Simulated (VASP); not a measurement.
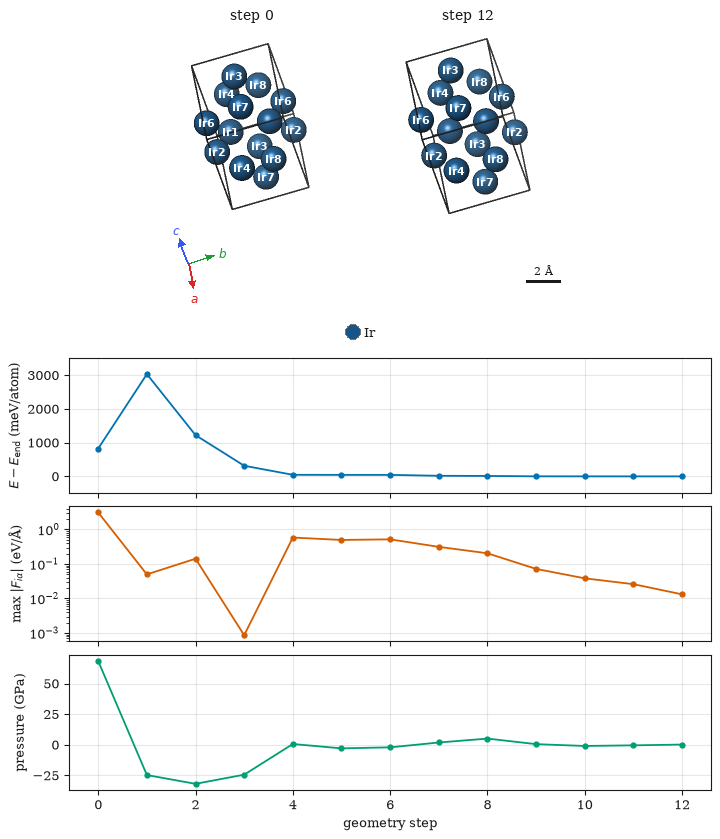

First and last geometry of a relaxation of a crystal of Ir (a generated structure, set up in Ia-3), with the history of the run. The picture is a spheres-only view of the cell of the calculation, seen from a free direction.

The run lets cell and atoms move.

All numbers below come from Kohn-Sham DFT of a periodic cell, PBE, VASP PAW PBE potentials, recommended (VASP 6.6.1).

Input
```
SYSTEM = Ir
PREC     = Accurate       ! precision mode
ENCUT    = 600            ! plane-wave cutoff, eV
EDIFF    = 1E-7           ! SCF threshold, eV
ISMEAR   = 0              ! smearing method
SIGMA    = 0.1            ! smearing width, eV
LREAL    = .FALSE.        ! projectors in reciprocal space
LASPH    = .TRUE.         ! aspherical terms in the spheres
NELM     = 100            ! most SCF steps
ALGO     = Normal         ! electronic algorithm
ISIF     = 3              ! what is computed and relaxed
LWAVE    = .FALSE.        ! write WAVECAR
LCHARG   = .FALSE.        ! write CHGCAR
GGA      = PE             ! functional
IBRION   = 2              ! ionic algorithm
NSW      = 90             ! ionic steps
EDIFFG   = -0.04          ! ionic threshold
```

Launched with:
```bash
cat potpaw_PBE.64/Ir/POTCAR > POTCAR
mpirun -np 1 vasp_std > vasp.out
```

Did the run converge, and what did it change?

It converged. The largest moves relative to the cell, 0.21 Å, are those of Ir atoms. The volume changes by +17.0 %, with a = b = c 5.478 → 5.772 Å (+5.4 %). Near-neighbour distances that change, for instance: Ir–Ir 2.257 → 2.791 Å, Ir–Ir 2.271 → 2.358 Å. Among the angles between lasting bonds that change: Ir–Ir–Ir 98.1° → 91.5°. The space group stays Ia-3 (No. 206). Over 12 geometry steps the energy falls by 827 meV per atom. Largest force component: 3.1 eV/Å at the start, 0.013 eV/Å at the end. Pressure: 68.36 GPa at the start and 0.24 GPa at the end. At step 1 the optimiser overshot: the energy rose above the start, and later steps came back. The volume changes by over a tenth within one run on a fixed set of plane waves, so the end point should be relaxed again from the new cell. It ran on 1 thread of Intel(R) Xeon(R) Platinum 8488C (Sapphire Rapids), on a shared host.

```json
{"step": "0", "E − E(0), meV/atom": "0.00", "largest force component, eV/Å": "3.1086", "pressure, GPa": "68.36", "volume, Å³/atom": "15.814"}
{"step": "1", "E − E(0), meV/atom": "2207.09", "largest force component, eV/Å": "0.0499", "pressure, GPa": "-24.65", "volume, Å³/atom": "36.831"}
{"step": "2", "E − E(0), meV/atom": "396.94", "largest force component, eV/Å": "0.1421", "pressure, GPa": "-31.83", "volume, Å³/atom": "26.826"}
{"step": "3", "E − E(0), meV/atom": "-510.85", "largest force component, eV/Å": "0.0009", "pressure, GPa": "-24.35", "volume, Å³/atom": "21.985"}
{"step": "4", "E − E(0), meV/atom": "-779.71", "largest force component, eV/Å": "0.5840", "pressure, GPa": "0.69", "volume, Å³/atom": "18.730"}
{"step": "5", "E − E(0), meV/atom": "-781.74", "largest force component, eV/Å": "0.4972", "pressure, GPa": "-2.88", "volume, Å³/atom": "19.024"}
{"step": "6", "E − E(0), meV/atom": "-781.91", "largest force component, eV/Å": "0.5176", "pressure, GPa": "-2.04", "volume, Å³/atom": "18.952"}
{"step": "7", "E − E(0), meV/atom": "-809.06", "largest force component, eV/Å": "0.3138", "pressure, GPa": "1.92", "volume, Å³/atom": "18.498"}
{"step": "8", "E − E(0), meV/atom": "-813.71", "largest force component, eV/Å": "0.2041", "pressure, GPa": "5.11", "volume, Å³/atom": "18.201"}
{"step": "9", "E − E(0), meV/atom": "-824.98", "largest force component, eV/Å": "0.0719", "pressure, GPa": "0.58", "volume, Å³/atom": "18.506"}
{"step": "10", "E − E(0), meV/atom": "-825.75", "largest force component, eV/Å": "0.0384", "pressure, GPa": "-0.92", "volume, Å³/atom": "18.618"}
{"step": "11", "E − E(0), meV/atom": "-826.30", "largest force component, eV/Å": "0.0260", "pressure, GPa": "-0.40", "volume, Å³/atom": "18.569"}
{"step": "12", "E − E(0), meV/atom": "-826.58", "largest force component, eV/Å": "0.0132", "pressure, GPa": "0.24", "volume, Å³/atom": "18.509"}
```
